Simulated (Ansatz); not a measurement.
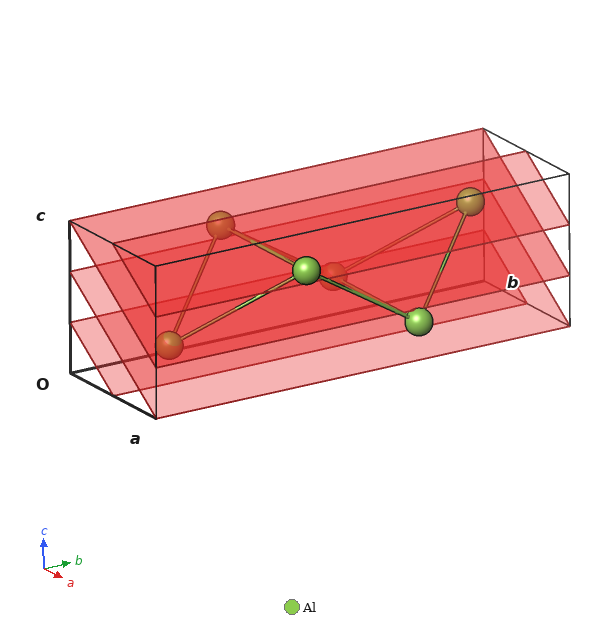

Crystal: Al, the geometry relaxed with Ansatz, DFT, PBEsol, plane waves (420 eV) with PAW, scalar-relativistic; the starting structure was generated, so it need not be a known form of this composition. Every member of one family of equally spaced planes, hx + ky + lz = a whole number, that cuts the unit cell is shaded (one member passes through the origin O, touching the cell only at an edge or corner). Geometry calculated from the standardised cell; symmetry tolerance 0.002 Å.

a = 2.783 Å, b = 8.713 Å, c = 2.859 Å, α = 90.00°, β = 90.58°, γ = 90.00°.

> Which (hkl) family is drawn?

(2 0 3); the opposite sign names the same planes. The member next to the origin meets the axes a at 1/2, b never, c at 1/3.

> What is the spacing?

d = 0.783 Å.

> Which atoms of the cell lie in these planes (within 0.03 Å)?

No atom.
